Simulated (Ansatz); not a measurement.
# Run report: Cu, single-point calculation

System: Cu (slab, 7 atoms in the cell).
Method: DFT PBE, scalar-relativistic, plane waves, PAW, no spin polarisation (Ansatz 0.2.0).

The structure derives from an entry of the Crystallography Open Database. It belongs to a series of runs on one base structure; here: (1 0 0) slab cut from the bulk. Figures and captions count atoms from 1; the log counts them from 0 in places.

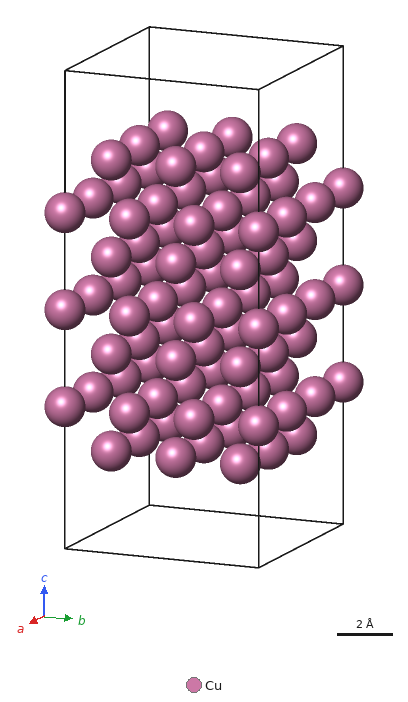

Fig. 1: The structure as given in the input (spheres-only view of the 3 × 3 repeat of the cell, with the vacuum cut short, seen slightly off an axis). An atom can appear more than once, as a periodic image.

## Input
```yaml
crystal:
  lattice:
    - [2.5666196055, 0.0, 0.0]
    - [0.0, 2.5666196055, 0.0]
    - [0.0, 0.0, 25.8892447667]
  atoms:
    - { symbol: Cu, position: [0.5, 0.5, 0.2896955886] }
    - { symbol: Cu, position: [0.0, 0.0, 0.359797059] }
    - { symbol: Cu, position: [0.5, 0.5, 0.4298985295] }
    - { symbol: Cu, position: [0.0, 0.0, 0.5] }
    - { symbol: Cu, position: [0.5, 0.5, 0.5701014705] }
    - { symbol: Cu, position: [0.0, 0.0, 0.640202941] }
    - { symbol: Cu, position: [0.5, 0.5, 0.7103044114] }
basis:
  ecutwfc: 420
kpoints:
  mp_grid: { grid: [13, 13, 1] }
hamiltonian:
  xc: pbe
scf:
  occupations: { method: gaussian, width: 0.1 }
output:
  forces: true
  stress: true
  eigenvalues: true
efield:
  axis: 3
  dipole_correction: true
  ramp_width: 0.04
```

Run as:
```bash
ansatz run input.yaml --threads 1 --pin off --max-ram 2560MiB --backend cpu --events-out ev --progress --plain --runs-dir out
```

## Log
```
Engine: ansatz 0.2.0, x86_64-unknown-linux-gnu
Pseudopotentials: kind: paw
Pseudopotential: Cu, paw, valence charge 19, recommended cutoff 420 eV (normal), Cu.paw.azcp
Functional definition: PBE
  parameter kappa = 0.804
  parameter beta = 0.06672455060314922
  exchange = pbe_x(kappa = kappa, mu = beta*pi^2/3)
  correlation = pbe_c(beta = beta)
Crystal: 7 atoms, lattice volume = 170.546 Å³
Basis set: ecut = 420 eV, 3355 PW (Γ), exchange–correlation on 36×36×360 points (8 copies of the dense FFT grid, shifted against one another)
Bands: 80, of which v1, the nominal top of the filled ones, is band 67 counted from 1 (66 counted from 0)
Symmetry: 8 space group operations
k-points: 28 of 169
Non-local potential: Cu, projectors of the file, l = 0: 3, l = 1: 2, l = 2: 3, l = 3: 1
PAW form: soft (Blöchl's): semilocal exchange-correlation on the pseudo side does not see the compensation charge
PAW one-centre angular grid: Cu, 590 points (default); XC on 64 Gauss nodes
Initial density: superposition of atomic densities (neutral atoms: chi_scale 0, normalization atom), corrected by the library's trained network
Initial wavefunctions: pseudopotential atomic-orbital guess
Functional: x = pbe(κ = 0.804, μ = 0.2195149727645171), c = pbe(β = 0.06672455060314922)
SCF iter   1: F=—  HF=-46375.007380 eV  |F-HF|=—  |Δ(HF+E_count)|=         —  Δρ=2.05e-3  dr2=7.89e-2  ethr=1.77e-3  p=0.000 e·Å  D=2.20e-13 V/Å  ΔV_dip=-0.00 eV  dr2_dipole=2.19e-8  V_vac-E_F(+/−)=4.45/4.45 eV  ⟨swp⟩=7.0  Hψ=8930  notcnv=0  defer=46
efield: sawtooth ramp at fractional position 0.9800 (placed from the atoms, in the widest stretch of the axis that holds none; the zero of the levels goes with the place), width 0.0400; the density the first Hamiltonian is built on has a dipole p = 0.000 e·Å; the dipole correction subtracts the counter field D = 2.20e-13 V/Å, which shifts the + side's vacuum level by -0.00 eV against the − side's; the planar-averaged density in the ramp window peaks in size at 5.2e-5 e/Å³
preconditioner: auto → LDOS  [insulator: Δε(μ)=0.126 eV  Ē_g=8.581 eV  σ=0.100 eV  W_gap=0.57  n_scr=48 (ndim 8)  ℏωp=25.0 eV  f_vac=0.477  D(μ)=2.01/eV (n_scr^D=12)  ε∞_Penn≈9.5  β→1.0]
SCF iter   2: F=—  HF=-46375.006684 eV  |F-HF|=—  |Δ(HF+E_count)|=   6.96e-4  Δρ=2.13e-3  dr2=7.40e-3  ethr=5.93e-5  p=0.000 e·Å  D=2.01e-6 V/Å  ΔV_dip=-0.00 eV  dr2_dipole=3.06e-8  V_vac-E_F(+/−)=4.59/4.59 eV  ⟨swp⟩=2.2  Hψ=3368  notcnv=0  defer=118
SCF iter   3: F=—  HF=-46375.007420 eV  |F-HF|=—  |Δ(HF+E_count)|=   7.36e-4  Δρ=2.39e-3  dr2=5.67e-3  ethr=5.57e-6  p=-0.000 e·Å  D=-1.34e-6 V/Å  ΔV_dip=0.00 eV  dr2_dipole=6.26e-9  V_vac-E_F(+/−)=4.56/4.56 eV  ⟨swp⟩=2.1  Hψ=3936  notcnv=0  defer=118
SCF iter   4: F=—  HF=-46375.006283 eV  |F-HF|=—  |Δ(HF+E_count)|=   1.14e-3  Δρ=3.94e-4  dr2=3.27e-4  ethr=4.26e-6  p=0.000 e·Å  D=2.85e-7 V/Å  ΔV_dip=-0.00 eV  dr2_dipole=3.69e-9  V_vac-E_F(+/−)=4.57/4.57 eV  ⟨swp⟩=2.0  Hψ=3090  notcnv=0  defer=118
SCF iter   5: F=—  HF=-46375.006266 eV  |F-HF|=—  |Δ(HF+E_count)|=   1.70e-5  Δρ=1.51e-4  dr2=3.24e-5  ethr=2.46e-7  p=0.000 e·Å  D=2.11e-7 V/Å  ΔV_dip=-0.00 eV  dr2_dipole=1.06e-9  V_vac-E_F(+/−)=4.58/4.58 eV  ⟨swp⟩=2.7  Hψ=3252  notcnv=0  defer=118
SCF iter   6: F=—  HF=-46375.006280 eV  |F-HF|=—  |Δ(HF+E_count)|=   1.42e-5  Δρ=4.76e-5  dr2=4.12e-6  ethr=2.43e-8  p=0.000 e·Å  D=1.95e-7 V/Å  ΔV_dip=-0.00 eV  dr2_dipole=3.78e-10  V_vac-E_F(+/−)=4.58/4.58 eV  ⟨swp⟩=2.1  Hψ=3169  notcnv=0  defer=118
SCF iter   7: F=—  HF=-46375.006286 eV  |F-HF|=—  |Δ(HF+E_count)|=   5.65e-6  Δρ=2.84e-5  dr2=1.01e-6  ethr=3.10e-9  p=0.000 e·Å  D=1.90e-7 V/Å  ΔV_dip=-0.00 eV  dr2_dipole=3.51e-11  V_vac-E_F(+/−)=4.58/4.58 eV  ⟨swp⟩=2.0  Hψ=3202  notcnv=0  defer=118
SCF iter   8: F=—  HF=-46375.006287 eV  |F-HF|=—  |Δ(HF+E_count)|=   6.07e-7  Δρ=1.27e-5  dr2=3.27e-7  ethr=7.56e-10  p=0.000 e·Å  D=1.19e-7 V/Å  ΔV_dip=-0.00 eV  dr2_dipole=3.00e-12  V_vac-E_F(+/−)=4.58/4.58 eV  ⟨swp⟩=2.1  Hψ=3226  notcnv=0  defer=118
SCF iter   9: F=-46375.006287 eV  HF=-46375.006287 eV  |F-HF|=1.45e-7  |Δ(HF+E_count)|=   1.52e-8  Δρ=3.98e-6  dr2=2.98e-8  ethr=7.52e-11  p=0.000 e·Å  D=7.31e-8 V/Å  ΔV_dip=-0.00 eV  dr2_dipole=1.72e-13  V_vac-E_F(+/−)=4.58/4.58 eV  ⟨swp⟩=11.4  Hψ=12207  notcnv=0
SCF 1 converged in 9 iterations: F = -46375.006287 eV  dr2 = 2.98e-8
  greatest PAW one-centre occupation: 1.000 electrons in one spin orbital (limit 2), on the Cu atom at site 0 (counted from 0), in its partial waves of l = 0
```

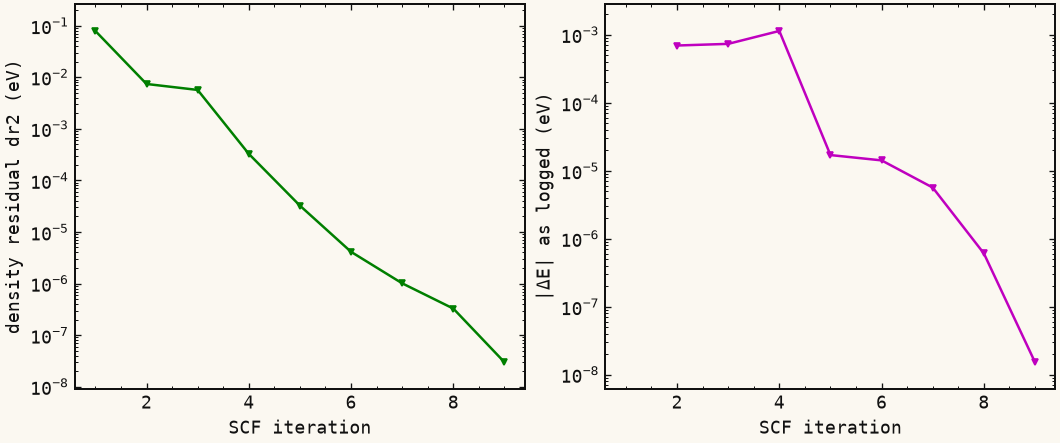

Fig. 2: Convergence of the self-consistent field: density residual dr2 and size of the energy change against the SCF iteration. The residual falls at every step.

```
SCF converged after 9 iterations
Free energy (F): -46375.006287 eV
Harris-Foulkes:  -46375.006287 eV  (|F-HF|=1.45e-7)
Internal energy: -46374.995487 eV  (E = F + TS)
E sigma→0 (E₀):  -46375.000887 eV
Entropy (-TS):   -0.010799 eV (-1.543 meV/atom)
Fermi energy:    5.802414 eV
Dipole field:    D = -0.000001 V/Å  (p = -0.000001 e·Å, saw-weighted, corrected)
Work function:   Φ+ = 4.5854 eV   Φ− = 4.5854 eV
Levels:          The Fermi level and band energies are counted from a zero that moves with the ramp; work functions are not
--- Per-component energies (eV) ---
  E_band       = -3950.737085
  E_kinetic    = 2097.087495
  E_local      = -304521.491458  (includes V_loc(G=0)·N_el)
  E_nonlocal   = 2737.811830
  E_hartree    = 149859.211290
  E_xc         = -623.003242
  E_vxc        = -803.618682  (∫ρ·V_xc dr)
  E_paw        = -11648.807678  (= ΣΔE_a)
  E_vpaw       = -3179.018414  (= ΣTr[D̂ρ^β])
  E_aug_tail   = 0.001912  (compensation charges beyond the density's cutoff)
  E_efield     = 0.000000  (sawtooth field / dipole correction)
  E_vefield    = 0.000000  (∫n·V_field dr)
  E_ewald      = 115724.194363
  E_smearing   = -0.010799  (= −TS)
  E_closure    = -0.000000  (closes the sum)
  Σ components = -46375.006287   (vs F -46375.006287, Δ=0.00e0)
--- Forces (eV/Å), atoms counted from 1 ---
  atom   1  Cu    -0.00000000     0.00000000     0.18177423
  atom   2  Cu    -0.00000000     0.00000000    -0.22647409
  atom   3  Cu    -0.00000000     0.00000000     0.00482126
  atom   4  Cu    -0.00000000     0.00000000    -0.00000011
  atom   5  Cu    -0.00000000     0.00000000    -0.00482111
  atom   6  Cu    -0.00000000     0.00000000     0.22647408
  atom   7  Cu    -0.00000000     0.00000000    -0.18177434
  max |Σ_I F_I| component: 8.80e-8 eV/Å
--- Stress (GPa, compression-positive) ---
       -1.696378       0.000000      -0.000000
        0.000000      -1.696378       0.000000
       -0.000000       0.000000      -0.331494
  P = ⅓ Tr σ = -1.2414 GPa (-12.414 kbar)
--- Band table (eV; the first three rows and the last of 28) ---
  k-point 0: bands = ["-106.7711", "-106.7457", "-106.7443", "-106.7238", "-106.7238", "-106.2638", "-106.2638", "-64.1649", "-64.1338", "-64.1227", "-64.1227", "-64.1074", "-64.0916", "-64.0916", "-64.0871", "-64.0871", "-64.0762", "-64.0703", "-64.0686", "-64.0686", "-64.0675", "-64.0675", "-63.6323", "-63.6323", "-63.6323", "-63.6323", "-63.6162", "-63.6162", "-3.3019", "-2.6424", "-1.6413", "-0.4133", "0.6354", "1.0851", "1.1041", "1.5054", "1.7067", "1.9763", "2.3037", "2.5852", "2.8083", "2.8565", "2.8893", "2.8893", "3.0874", "3.0874", "3.2959", "3.3657", "3.3657", "3.3838", "3.5947", "3.6337", "3.6695", "3.7069", "3.7069", "3.7243", "3.7702", "3.8851", "4.0335", "4.0384", "4.0384", "4.1360", "4.3131", "4.3131", "4.3842", "4.3842", "4.4025", "4.4032", "4.7249", "6.1857", "7.0581", "10.1030", "10.4611", "11.4466", "12.9188", "13.7018", "15.5288", "16.0306", "18.7373", "18.9960"]
  k-point 1: bands = ["-106.7707", "-106.7454", "-106.7441", "-106.7236", "-106.7236", "-106.2635", "-106.2635", "-64.1639", "-64.1368", "-64.1222", "-64.1222", "-64.1099", "-64.0927", "-64.0921", "-64.0911", "-64.0868", "-64.0745", "-64.0726", "-64.0706", "-64.0691", "-64.0686", "-64.0676", "-63.6354", "-63.6354", "-63.6321", "-63.6321", "-63.6160", "-63.6160", "-3.1605", "-2.5050", "-1.5114", "-0.2962", "0.7326", "1.1591", "1.1869", "1.5429", "1.7396", "2.0022", "2.3200", "2.5918", "2.7846", "2.8889", "2.9082", "2.9135", "3.0608", "3.0879", "3.1351", "3.2615", "3.3371", "3.5041", "3.5301", "3.6204", "3.6240", "3.6589", "3.6844", "3.7657", "3.8143", "3.9021", "3.9308", "3.9883", "4.0716", "4.1420", "4.2129", "4.2207", "4.3258", "4.3365", "4.3854", "4.4117", "5.0621", "6.4584", "7.3739", "10.2365", "10.6015", "11.5725", "13.0501", "13.7952", "15.6530", "16.1428", "17.5190", "18.2809"]
  k-point 2: bands = ["-106.7698", "-106.7445", "-106.7435", "-106.7231", "-106.7230", "-106.2628", "-106.2628", "-64.1611", "-64.1449", "-64.1210", "-64.1207", "-64.1168", "-64.1027", "-64.0967", "-64.0897", "-64.0860", "-64.0793", "-64.0775", "-64.0724", "-64.0708", "-64.0686", "-64.0678", "-63.6438", "-63.6438", "-63.6315", "-63.6315", "-63.6153", "-63.6153", "-2.7425", "-2.1011", "-1.1354", "0.0295", "0.9858", "1.3617", "1.4049", "1.6501", "1.8390", "2.0890", "2.3780", "2.6092", "2.7136", "2.9590", "2.9678", "2.9697", "2.9811", "3.0018", "3.0531", "3.0810", "3.2625", "3.3452", "3.4743", "3.5571", "3.6194", "3.6620", "3.6716", "3.6842", "3.7175", "3.8425", "3.8728", "3.8842", "4.0076", "4.0335", "4.1731", "4.2760", "4.2838", "4.3847", "4.3914", "4.5122", "5.6605", "7.1096", "8.1518", "10.6352", "11.0230", "11.9473", "13.4438", "14.0708", "14.9575", "15.6536", "16.0351", "16.4991"]
  k-point 27: bands = ["-106.7612", "-106.7363", "-106.7363", "-106.7162", "-106.7162", "-106.2553", "-106.2553", "-64.1761", "-64.1760", "-64.1446", "-64.1438", "-64.1365", "-64.1357", "-64.1237", "-64.1142", "-64.1127", "-64.1117", "-64.1099", "-64.1089", "-64.1088", "-64.0788", "-64.0787", "-63.6803", "-63.6803", "-63.6803", "-63.6803", "-63.6083", "-63.6083", "1.0822", "1.1328", "1.3573", "1.4516", "1.5360", "1.5377", "1.6169", "1.7639", "1.7713", "2.0821", "2.1024", "2.1311", "2.1552", "2.5999", "2.6179", "3.1702", "3.1902", "3.7212", "3.7426", "3.7797", "3.7853", "3.9790", "4.0173", "4.1459", "4.1851", "4.2219", "4.2468", "4.2560", "4.2790", "4.3070", "4.3241", "4.3273", "4.3295", "4.7251", "4.7299", "7.2415", "7.8682", "8.2687", "8.9243", "9.5759", "10.3244", "11.0694", "11.9652", "12.6649", "12.9396", "13.2494", "13.5171", "13.7522", "13.7853", "13.8903", "14.3016", "14.5447"]
```

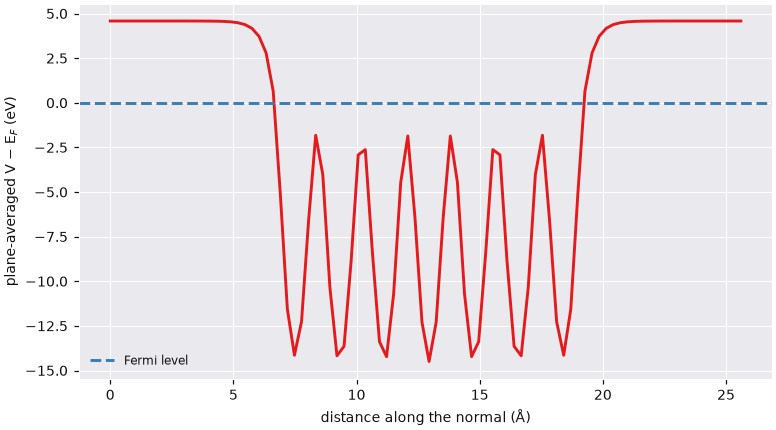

Fig. 3: Plane average of the electrostatic potential energy of an electron across the cell, from the Fermi level. The vacuum level lies 4.59 eV above the Fermi level.

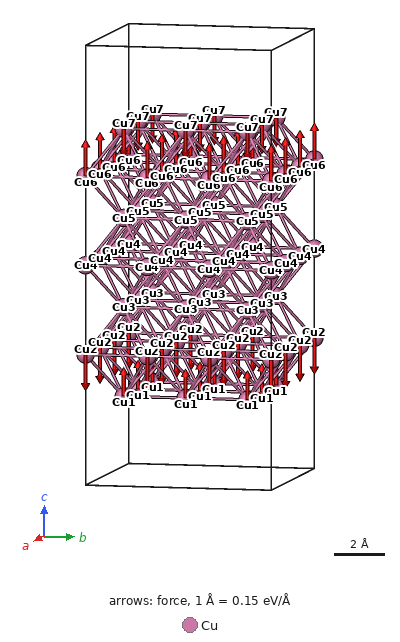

Fig. 4: Forces on the atoms as red arrows (ball-and-stick view of the 3 × 3 repeat of the cell, with the vacuum cut short, seen slightly off an axis; atoms are numbered from 1 in the order of the input); the smallest are left out. The largest act on Cu2, Cu6 (0.23 eV/Å); Cu1, Cu7 (0.18 eV/Å). The geometry is not a stationary point of this energy.

## Key numbers

| quantity | value |
| --- | --- |
| outcome | converged |
| electrons treated | 133 |
| free energy | −46375.0063 eV |
| work function, top face | 4.59 eV |
| work function, bottom face | 4.59 eV |
| Fermi energy | 5.802 eV |
| gap on the k-point mesh | none (metallic) |
| work function (upper face) | 4.59 eV |
| largest force (length of the vector) | 0.226 eV/Å |
| hardware | 1 thread of Intel Xeon (Granite Rapids), 192 GiB of memory available, shared host |
| wall time | 20 s |
| peak memory | 0.56 GiB |
